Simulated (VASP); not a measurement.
## Run report: ZrB$_{2}$, geometry relaxation (part 1 of 2)

The run: geometry relaxation of ZrB$_{2}$ (P6/mmm, 3 atoms in the cell). Method and program: Kohn-Sham DFT of a periodic cell, PBE, VASP PAW PBE potentials, recommended, no spin polarisation (VASP 6.6.1).

The structure derives from an entry of the Crystallography Open Database.

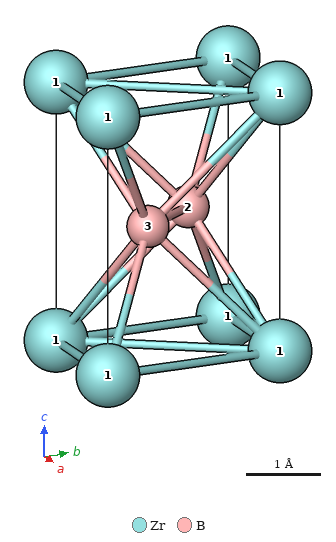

*The starting structure (ball-and-stick view of the cell of the calculation, seen slightly off an axis; atoms are numbered from 1 in the order of the input).*

Near neighbours in the crystal (not all of them lie inside the picture): Zr has 12 B at 2.54 Å and 6 Zr at 3.17 Å; B has 3 B at 1.83 Å and 6 Zr at 2.54 Å.

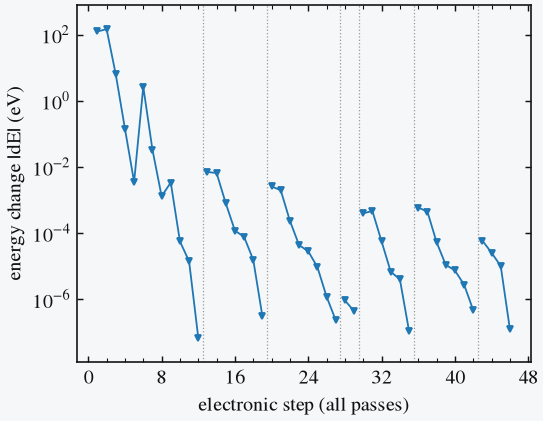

*Convergence of the self-consistent field: energy change |dE| against the electronic step. Each stretch between dotted lines is the SCF of one geometry step of a relaxation.*

The 7 ionic steps take 2 to 12 electronic steps each. The density is held fixed in the first few steps, and dE rises again when its update begins.

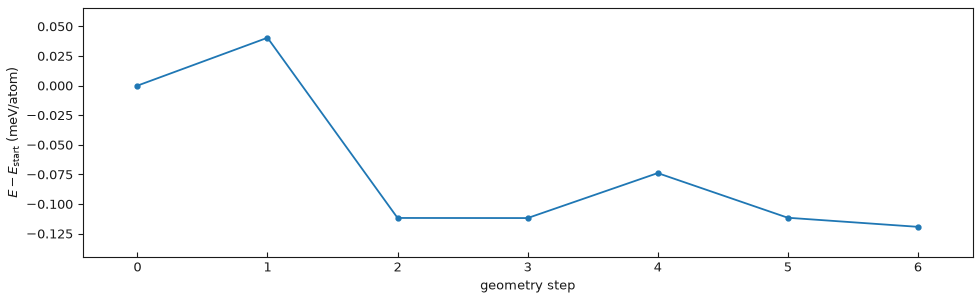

*Progress of the relaxation, step by step (steps are counted from 0).*

No atom moves by more than 0.005 Å relative to the cell. Cell: a = b 3.170 → 3.172 Å (+0.1 %), c 3.533 → 3.541 Å (+0.2 %). Volume +0.4 %. The space group stays P6/mmm (No. 191). The energy falls by 0.1 meV per atom in 6 geometry steps. All forces vanish by symmetry, so only the cell relaxes. (Atoms are counted from 1 in the order of the input.)

The input and output of the run follow.

INCAR
```
SYSTEM = ZrB2
ALGO     = Normal         ! electronic algorithm
EDIFF    = 1E-6           ! SCF threshold, eV
EDIFFG   = -0.01          ! ionic threshold
ENCUT    = 600            ! plane-wave cutoff, eV
GGA      = PE             ! functional
IBRION   = 2              ! ionic algorithm
ISIF     = 3              ! what is computed and relaxed
ISMEAR   = 1              ! smearing method
LASPH    = .TRUE.         ! aspherical terms in the spheres
LCHARG   = .FALSE.        ! write CHGCAR
LREAL    = .FALSE.        ! projectors in reciprocal space
LWAVE    = .FALSE.        ! write WAVECAR
NELM     = 80             ! most SCF steps
NSW      = 90             ! ionic steps
PREC     = Accurate       ! precision mode
SIGMA    = 0.1            ! smearing width, eV
```

KPOINTS
```
k-points
0
G
  15 15 10
  0 0 0
```

POSCAR
```
ZrB2
1.0
    3.1700000000      0.0000000000      0.0000000000
   -1.5850000000      2.7453005300      0.0000000000
    0.0000000000      0.0000000000      3.5330000000
Zr B
1 2
Direct
    0.0000000000      0.0000000000      0.0000000000
    0.3333333333      0.6666666667      0.5000000000
    0.6666666667      0.3333333333      0.5000000000
```

Command:
```bash
cat potpaw_PBE.64/Zr_sv/POTCAR potpaw_PBE.64/B/POTCAR > POTCAR
mpirun -np 1 vasp_std > vasp.out
```

OSZICAR
```
N       E                     dE             d eps       ncg     rms          rms(c)
DAV:   1     0.124789410361E+03    0.12479E+03   -0.10792E+04  4212   0.154E+03
DAV:   2    -0.212515794064E+02   -0.14604E+03   -0.14131E+03  4853   0.358E+02
DAV:   3    -0.275135190158E+02   -0.62619E+01   -0.62098E+01  6868   0.648E+01
DAV:   4    -0.276568678597E+02   -0.14335E+00   -0.14329E+00  5269   0.918E+00
DAV:   5    -0.276603583275E+02   -0.34905E-02   -0.34904E-02  6592   0.115E+00    0.216E+01
DAV:   6    -0.250170758273E+02    0.26433E+01   -0.77510E+00  5123   0.198E+01    0.874E+00
DAV:   7    -0.249837521726E+02    0.33324E-01   -0.90404E-01  6405   0.627E+00    0.306E+00
DAV:   8    -0.249850574208E+02   -0.13052E-02   -0.10450E-01  5087   0.301E+00    0.808E-01
DAV:   9    -0.249816991027E+02    0.33583E-02   -0.19873E-02  5248   0.116E+00    0.152E-01
DAV:  10    -0.249816429856E+02    0.56117E-04   -0.10669E-03  5415   0.309E-01    0.426E-02
DAV:  11    -0.249816569574E+02   -0.13972E-04   -0.35560E-05  5493   0.716E-02    0.138E-02
DAV:  12    -0.249816568886E+02    0.68811E-07   -0.23582E-06  4346   0.163E-02
   1 F= -.24981657E+02 E0= -.24981699E+02  d E =-.249817E+02
       N       E                     dE             d eps       ncg     rms          rms(c)
DAV:   1    -0.249886659331E+02   -0.70090E-02   -0.23899E-01  4631   0.552E+00    0.107E+00
DAV:   2    -0.249821225051E+02    0.65434E-02   -0.19976E-02  4745   0.167E+00    0.283E-01
DAV:   3    -0.249813249987E+02    0.79751E-03   -0.53320E-03  6457   0.609E-01    0.115E-01
DAV:   4    -0.249814432385E+02   -0.11824E-03   -0.29130E-04  5692   0.132E-01    0.494E-02
DAV:   5    -0.249815203648E+02   -0.77126E-04   -0.21593E-04  6364   0.971E-02    0.434E-02
DAV:   6    -0.249815358888E+02   -0.15524E-04   -0.18403E-05  6784   0.343E-02    0.130E-02
DAV:   7    -0.249815355868E+02    0.30199E-06   -0.18812E-06  3687   0.138E-02
   2 F= -.24981536E+02 E0= -.24981580E+02  d E =0.121302E-03
       N       E                     dE             d eps       ncg     rms          rms(c)
DAV:   1    -0.249841091822E+02   -0.25733E-02   -0.70539E-02  4596   0.299E+00    0.585E-01
DAV:   2    -0.249821440673E+02    0.19651E-02   -0.56960E-03  4705   0.891E-01    0.154E-01
DAV:   3    -0.249819098602E+02    0.23421E-03   -0.16337E-03  6454   0.337E-01    0.648E-02
DAV:   4    -0.249819530591E+02   -0.43199E-04   -0.86368E-05  5546   0.732E-02    0.264E-02
DAV:   5    -0.249819812544E+02   -0.28195E-04   -0.64427E-05  6354   0.532E-02    0.241E-02
DAV:   6    -0.249819905980E+02   -0.93436E-05   -0.57854E-06  6205   0.192E-02    0.717E-03
DAV:   7    -0.249819917949E+02   -0.11969E-05   -0.61850E-07  2454   0.811E-03    0.157E-03
DAV:   8    -0.249819920260E+02   -0.23113E-06   -0.14373E-07  2211   0.418E-03
   3 F= -.24981992E+02 E0= -.24982035E+02  d E =-.335137E-03
       N       E                     dE             d eps       ncg     rms          rms(c)
DAV:   1    -0.249819927176E+02   -0.92277E-06   -0.19973E-05  4565   0.498E-02    0.990E-03
DAV:   2    -0.249819922832E+02    0.43444E-06   -0.15329E-06  3037   0.148E-02
   4 F= -.24981992E+02 E0= -.24982035E+02  d E =-.335395E-03
       N       E                     dE             d eps       ncg     rms          rms(c)
DAV:   1    -0.249823878785E+02   -0.39516E-03   -0.16847E-02  4575   0.146E+00    0.286E-01
DAV:   2    -0.249819234162E+02    0.46446E-03   -0.13884E-03  4683   0.440E-01    0.752E-02
DAV:   3    -0.249818675092E+02    0.55907E-04   -0.39147E-04  6435   0.164E-01    0.317E-02
DAV:   4    -0.249818743071E+02   -0.67979E-05   -0.20836E-05  5596   0.357E-02    0.132E-02
DAV:   5    -0.249818782759E+02   -0.39688E-05   -0.15866E-05  6349   0.263E-02    0.118E-02
DAV:   6    -0.249818783844E+02   -0.10853E-06   -0.10973E-06  3444   0.943E-03
   5 F= -.24981878E+02 E0= -.24981922E+02  d E =-.221496E-03
       N       E                     dE             d eps       ncg     rms          rms(c)
DAV:   1    -0.249824691513E+02   -0.59088E-03   -0.15863E-02  4596   0.142E+00    0.278E-01
DAV:   2    -0.249820231995E+02    0.44595E-03   -0.12910E-03  4720   0.424E-01    0.732E-02
DAV:   3    -0.249819698840E+02    0.53315E-04   -0.36823E-04  6459   0.160E-01    0.306E-02
DAV:   4    -0.249819808548E+02   -0.10971E-04   -0.19386E-05  5533   0.346E-02    0.125E-02
DAV:   5    -0.249819882538E+02   -0.73990E-05   -0.14526E-05  6313   0.252E-02    0.114E-02
DAV:   6    -0.249819910093E+02   -0.27555E-05   -0.98340E-07  3290   0.904E-03    0.326E-03
DAV:   7    -0.249819914773E+02   -0.46804E-06   -0.37867E-07  2176   0.532E-03
   6 F= -.24981991E+02 E0= -.24982034E+02  d E =-.334589E-03
       N       E                     dE             d eps       ncg     rms          rms(c)
DAV:   1    -0.249820499235E+02   -0.58914E-04   -0.27631E-03  4442   0.530E-01    0.364E-02
DAV:   2    -0.249820244724E+02    0.25451E-04   -0.65681E-05  4862   0.694E-02    0.199E-02
DAV:   3    -0.249820143791E+02    0.10093E-04   -0.26674E-05  4927   0.463E-02    0.571E-03
DAV:   4    -0.249820145038E+02   -0.12467E-06   -0.58838E-07  2976   0.727E-03
   7 F= -.24982015E+02 E0= -.24982058E+02  d E =-.230265E-04
```

Parts of OUTCAR
```
SYSTEM = ZrB2
   EDIFF = 1E-6
   EDIFFG = -0.01
   ENCUT = 600
   GGA = PE
   IBRION = 2
   ISIF = 3
   ISMEAR = 1
   LASPH = .TRUE.
   LREAL = .FALSE.
   NELM = 80
   NSW = 90
   PREC = Accurate

 ion  position               nearest neighbor table
   1  0.000  0.000  0.000-   2 2.54   3 2.54   2 2.54   3 2.54   3 2.54   3 2.54   2 2.54   2 2.54
                             3 2.54   3 2.54   2 2.54   2 2.54
   2  0.333  0.667  0.500-   3 1.83   3 1.83   3 1.83   1 2.54   1 2.54   1 2.54   1 2.54   1 2.54
                             1 2.54
   3  0.667  0.333  0.500-   2 1.83   2 1.83   2 1.83   1 2.54   1 2.54   1 2.54   1 2.54   1 2.54
                             1 2.54

  LATTYP: Found a hexagonal cell.
 ALAT       =     3.1700000000
 C/A-ratio  =     1.1145110410

  Lattice vectors:

 A1 = (   3.1700000000,   0.0000000000,   0.0000000000)
 A2 = (  -1.5850000000,   2.7453005300,   0.0000000000)
 A3 = (   0.0000000000,   0.0000000000,   3.5330000000)

Analysis of symmetry for initial positions (statically):
=====================================================================
 Subroutine PRICEL returns:
 Original cell was already a primitive cell.

 Routine SETGRP: Setting up the symmetry group for a
 hexagonal supercell.

 Subroutine GETGRP returns: Found 24 space group operations
 (whereof 24 operations were pure point group operations)
 out of a pool of 24 trial point group operations.

The static configuration has the point symmetry D_6h.

Analysis of symmetry for dynamics (positions and initial velocities):
=====================================================================
 Subroutine PRICEL returns:
 Original cell was already a primitive cell.

 Routine SETGRP: Setting up the symmetry group for a
 hexagonal supercell.

 Subroutine GETGRP returns: Found 24 space group operations
 (whereof 24 operations were pure point group operations)
 out of a pool of 24 trial point group operations.

The dynamic configuration has the point symmetry D_6h.

 Subroutine INISYM returns: Found 24 space group operations
 (whereof 24 operations are pure point group operations),
 and found     1 'primitive' translations

----------------------------------------------------------------------------------------

                                     Primitive cell

  volume of cell :      30.7463

  direct lattice vectors                    reciprocal lattice vectors
     3.170000000  0.000000000  0.000000000     0.315457413  0.182129422  0.000000000
    -1.585000000  2.745300530  0.000000000     0.000000000  0.364258845  0.000000000
     0.000000000  0.000000000  3.533000000     0.000000000  0.000000000  0.283045570

  length of vectors
     3.170000000  3.170000000  3.533000000     0.364258845  0.364258845  0.283045570

  position of ions in fractional coordinates (direct lattice)
     0.000000000  0.000000000  0.000000000
     0.333333333  0.666666667  0.500000000
     0.666666667  0.333333333  0.500000000

  ion indices of the primitive-cell ions
   primitive index   ion index
                 1           1
                 2           2
                 3           3

----------------------------------------------------------------------------------------

 KPOINTS: k-points

Automatic generation of k-mesh.
 Grid dimensions read from file:
 generate k-points for:   15   15   10

 Generating k-lattice:

  Cartesian coordinates                     Fractional coordinates (reciprocal lattice)
     0.021030494  0.012141961  0.000000000     0.066666667  0.000000000  0.000000000
     0.000000000  0.024283923  0.000000000     0.000000000  0.066666667  0.000000000
     0.000000000  0.000000000  0.028304557     0.000000000  0.000000000  0.100000000

  Length of vectors
     0.024283923  0.024283923  0.028304557

  Shift w.r.t. Gamma in fractional coordinates (k-lattice)
     0.000000000  0.000000000  0.000000000

 Subroutine IBZKPT returns following result:
 ===========================================

 Found    162 irreducible k-points:

 Following reciprocal coordinates:
            Coordinates               Weight
  0.000000  0.000000  0.000000      1.000000
  0.066667  0.000000  0.000000      6.000000
  0.133333  0.000000  0.000000      6.000000
  0.200000 -0.000000  0.000000      6.000000
  0.266667  0.000000  0.000000      6.000000
  0.333333 -0.000000  0.000000      6.000000
  0.400000  0.000000  0.000000      6.000000
  0.466667  0.000000  0.000000      6.000000
  0.066667  0.066667  0.000000      6.000000
  0.133333  0.066667  0.000000     12.000000
  0.200000  0.066667  0.000000     12.000000
  0.266667  0.066667  0.000000     12.000000
  0.333333  0.066667  0.000000     12.000000
  0.400000  0.066667  0.000000     12.000000
  0.466667  0.066667  0.000000      6.000000
  0.133333  0.133333  0.000000      6.000000
  0.200000  0.133333  0.000000     12.000000
  0.266667  0.133333  0.000000     12.000000
  0.333333  0.133333  0.000000     12.000000
  0.400000  0.133333  0.000000     12.000000
  0.200000  0.200000  0.000000      6.000000
  0.266667  0.200000  0.000000     12.000000
  0.333333  0.200000  0.000000     12.000000
  0.400000  0.200000  0.000000      6.000000
 [... further k-points ...]
   k-points           NKPTS =    162   k-points in BZ     NKDIM =    162   number of bands    NBANDS=     13
   number of dos      NEDOS =    301   number of ions     NIONS =      3
   total plane-waves  NPLWV =  21952
   dimension x,y,z NGX =    28 NGY =   28 NGZ =   28
   dimension x,y,z NGXF=    56 NGYF=   56 NGZF=   56
   ions per type =               1   2
   NGX,Y,Z   is equivalent  to a cutoff of  14.68, 14.68, 13.18 a.u.
   NGXF,Y,Z  is equivalent  to a cutoff of  29.37, 29.37, 26.35 a.u.
 SYSTEM =  ZrB2
   PREC   = accura    normal or accurate (medium, high low for compatibility)
   ISTART =      0    job   : 0-new  1-cont  2-samecut
   ICHARG =      2    charge: 1-file 2-atom 10-const
   ISPIN  =      1    spin polarized calculation?
   LNONCOLLINEAR =      F non collinear calculations
   LSORBIT =      F    spin-orbit coupling
   LASPH  =      T    aspherical Exc in radial PAW
   ENCUT  =  600.0 eV  44.10 Ry    6.64 a.u.   6.33  6.33  7.06*2*pi/ulx,y,z
   NELM   =     80;   NELMIN=  2; NELMDL= -5     # of ELM steps
   EDIFF  = 0.1E-05   stopping-criterion for ELM
   LREAL  =      F    real-space projection
   EDIFFG = -.1E-01   stopping-criterion for IOM
   NSW    =     90    number of steps for IOM
   IBRION =      2    ionic relax: 0-MD 1-quasi-New 2-CG
   NFREE  =      1    steps in history (QN), initial steepest desc. (CG)
   ISIF   =      3    stress and relaxation
   ISYM   =      2    0-nonsym 1-usesym 2-fastsym
   POTIM  = 0.5000    time-step for ionic-motion
   TEBEG  =    0.0;   TEEND  =   0.0 temperature during run
   PSTRESS=    0.0 pullay stress
   NELECT =      18.0000    total number of electrons
   NUPDOWN=      -1.0000    fix difference up-down
   EMIN   =  10.00;   EMAX   =-10.00  energy-range for DOS
   EFERMI =   0.00;   METHOD = LEGACY
   ISMEAR =     1;   SIGMA  =   0.10  broadening in eV -4-tet -1-fermi 0-gaus
   EFERMI_NEDOS =   21; number of points for ismear=-14 and -15
   IALGO  =     38    algorithm
   IMIX   =      4    mixing-type and parameters
     AMIX     =   0.40;   BMIX     =  1.00
     AMIX_MAG =   1.60;   BMIX_MAG =  1.00
  volume/ion in A,a.u.               =      10.25        69.16
  Fermi-wavevector in a.u.,A,eV,Ry     =   1.369519  2.588016 25.518847  1.875582
  Thomas-Fermi vector in A             =   2.495387
   LORBIT       =      0    0 simple, 1 ext, 2 COOP (PROOUT), +10 PAW based schemes
   GGA     = PE    functional components
   LHFCALC =     F    Hartree Fock is set to
   AEXX    =    0.0000 exact exchange contribution
   IVDW    =     0    specifies the selected vdW correction
   LEPSILON=     F    determine dielectric tensor
   LRPA    =     F    only Hartree local field effects (RPA)
 conjugate gradient relaxation of ions
 non-spin polarized calculation
 Methfessel and Paxton  Order N= 1 SIGMA  =   0.10
  energy-cutoff  :      600.00
  volume of cell :       30.75
 maximum number of plane-waves:      1046
 NGX is ok and might be reduce to    28
   NGX = 13   NGY = 13   NGZ = 15

--------------------------------------- Ionic step        1  -------------------------------------------

 number of electron      18.0000000 magnetization

 Free energy of the ion-electron system (eV)
  ---------------------------------------------------
  ext. energy  EPLUGINS =         0.00000000
  ---------------------------------------------------
  free energy    TOTEN  =       -24.98165689 eV

  energy without entropy =      -24.98178243  energy(sigma->0) =      -24.98169873

------------------------ aborting loop because EDIFF is reached ----------------------------------------

  FORCE on cell =-STRESS in cart. coord.  units (eV):
  Direction    XX          YY          ZZ          XY          YZ          ZX
  --------------------------------------------------------------------------------------
  -------------------------------------------------------------------------------------
  Total        0.1444590      0.1444590      0.2263210      0.0000000     -0.0000000      0.0000000
  in kB        7.5277020      7.5277020     11.7934991      0.0000000     -0.0000000      0.0000000
  external PRESSURE =       8.9496344 kB  Pullay stress =       0.0000000 kB

 VOLUME and BASIS-vectors are now :
 -----------------------------------------------------------------------------
  energy-cutoff  :      600.00
  volume of cell :       30.75
      direct lattice vectors                 reciprocal lattice vectors
     3.170000000  0.000000000  0.000000000     0.315457413  0.182129422  0.000000000
    -1.585000000  2.745300530  0.000000000     0.000000000  0.364258845  0.000000000
     0.000000000  0.000000000  3.533000000     0.000000000  0.000000000  0.283045570

 POSITION                                       TOTAL-FORCE (eV/Angst)
 -----------------------------------------------------------------------------------
      0.00000      0.00000      0.00000         0.000000     -0.000000      0.000000
     -0.00000      1.83020      1.76650         0.000000     -0.000000      0.000000
      1.58500      0.91510      1.76650        -0.000000      0.000000     -0.000000
 -----------------------------------------------------------------------------------
    total drift:                               -0.000000      0.000000      0.000000

  FREE ENERGIE OF THE ION-ELECTRON SYSTEM (eV)
  ---------------------------------------------------
  free  energy   TOTEN  =       -24.9816568886 eV

  energy  without entropy=      -24.9817824275  energy(sigma->0) =      -24.98169873

--------------------------------------- Ionic step        2  -------------------------------------------

 number of electron      18.0000000 magnetization
```
